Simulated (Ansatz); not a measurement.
# Zr$_{5}$N$_{2}$ (slab): what the fields show

Input file:

```
crystal:
  lattice:
    - [3.2726229792, 0.0, 0.0]
    - [0.0, 7.5943958233, 0.0]
    - [0.0, 0.0, 23.2969129226]
  atoms:
    - { symbol: Zr, position: [0.0, 0.5, 0.3219310655] }
    - { symbol: Zr, position: [0.0, 0.0, 0.3520860093] }
    - { symbol: Zr, position: [0.5, 0.7037476637, 0.4185042687] }
    - { symbol: Zr, position: [0.5, 0.2962523363, 0.4185042687] }
    - { symbol: "N", position: [0.0, 0.5, 0.4185042687] }
    - { symbol: "N", position: [0.5, 0.0, 0.4185042687] }
    - { symbol: Zr, position: [0.0, 0.0, 0.4849225281] }
    - { symbol: Zr, position: [0.0, 0.5, 0.5150774719] }
    - { symbol: Zr, position: [0.5, 0.2037476637, 0.5814957313] }
    - { symbol: Zr, position: [0.5, 0.7962523363, 0.5814957313] }
    - { symbol: "N", position: [0.0, 0.0, 0.5814957313] }
    - { symbol: "N", position: [0.5, 0.5, 0.5814957313] }
    - { symbol: Zr, position: [0.0, 0.5, 0.6479139907] }
    - { symbol: Zr, position: [0.0, 0.0, 0.6780689345] }
basis:
  ecutwfc: 420
kpoints:
  mp_grid: { grid: [11, 5, 1] }
hamiltonian:
  xc: pbesol
scf:
  occupations: { method: gaussian, width: 0.1 }
output:
  forces: true
  stress: true
  eigenvalues: true
  write_density: true
  write_potential: true
  elf: true
  volumetric_format: npy
efield:
  axis: 3
  dipole_correction: true
  ramp_width: 0.04
```

Run with:

```sh
ansatz run input.yaml --threads 1 --pin off --max-ram 2560MiB --backend cpu --events-out ev --progress --plain --runs-dir out
```

Not relaxed (largest force 1.7 eV/Å).

Method: Ansatz, DFT PBEsol, scalar-relativistic, plane waves, PAW.

Core electrons are frozen (PAW), and the valence fields are smoothed inside the atomic spheres.

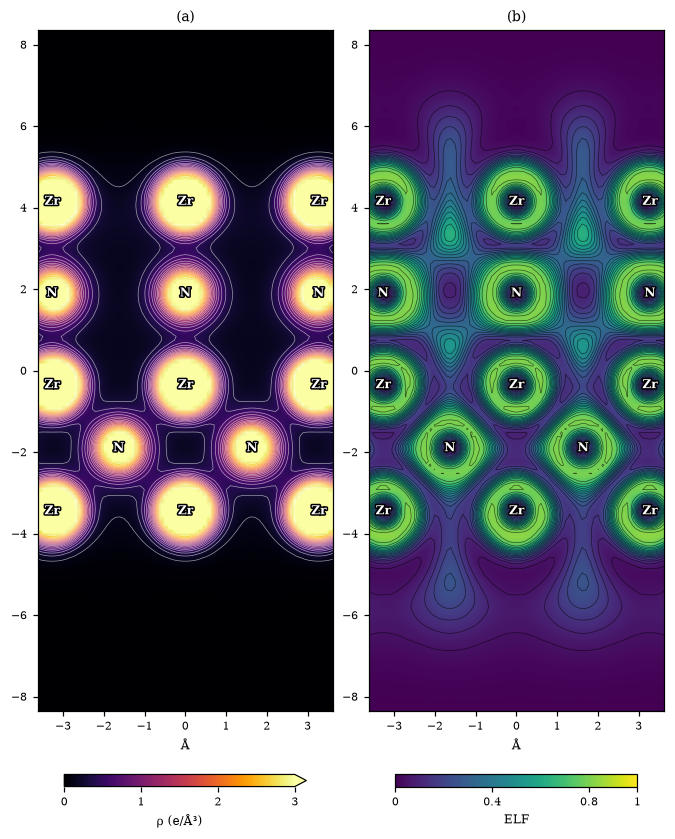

Figure 1. (a) valence pseudo-density; (b) ELF on the (010) plane of the calculation cell, a cut from vacuum to vacuum.

Question: Interpret the plot.

Answer: The plane passes through Zr and N nuclei. Zr–N (2.25 Å): ρ at the midpoint is about 0.51 e/Å³; the ELF peaks at about 0.80 in the valence shell of N, 0.6 Å from its nucleus, and is about 0.20 at the midpoint; no localised pair shows between them. Zr–Zr (3.09 Å): ρ is about 0.19 e/Å³ halfway; the ELF is about 0.10 at the midpoint; no localised pair shows between them. Zr–Zr (3.27 Å): ρ at the midpoint is about 0.17 e/Å³; the ELF is about 0.20 at the midpoint: no localised pair shows between them. The density dies away to nearly zero in the vacuum. The features right at Zr lie inside the PAW spheres, where the map follows smoothed inner orbitals and isn't to be read closely.

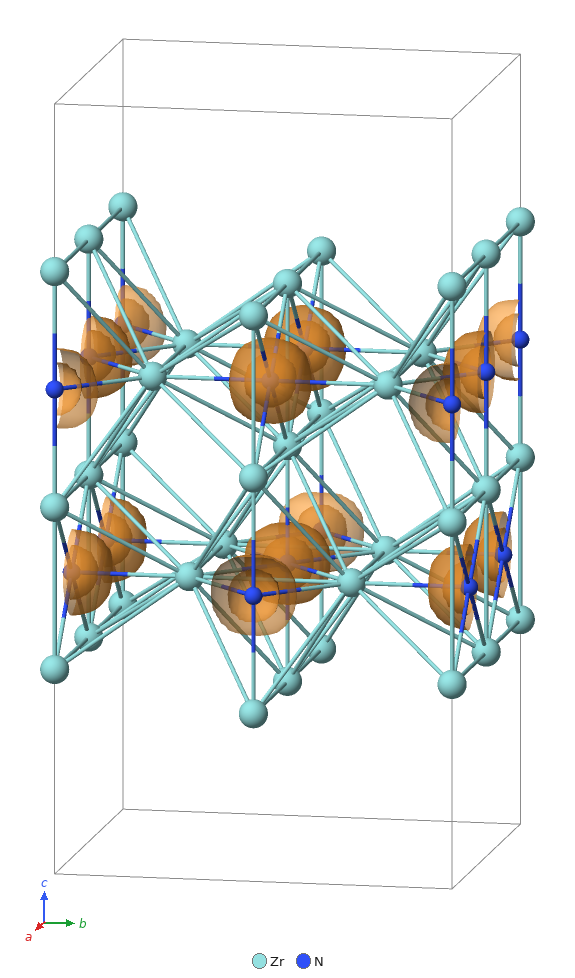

Figure 2. Isosurface of the ELF at 0.75 (orange), seen slightly off an axis. Core shells and regions of very low density are left out. Sticks mark near contacts.

Question: Where are the electrons localised?

Answer: At this value the surface marks out four regions wrapped around N (the valence shell of each), counted in one cell of 14 atoms. Counts are for one cell; the picture repeats the cell along the surface.

Question: Does the calculation make it a metal, or give it a gap?

Answer: It is metallic or semimetallic at this level of theory: no gap opens.
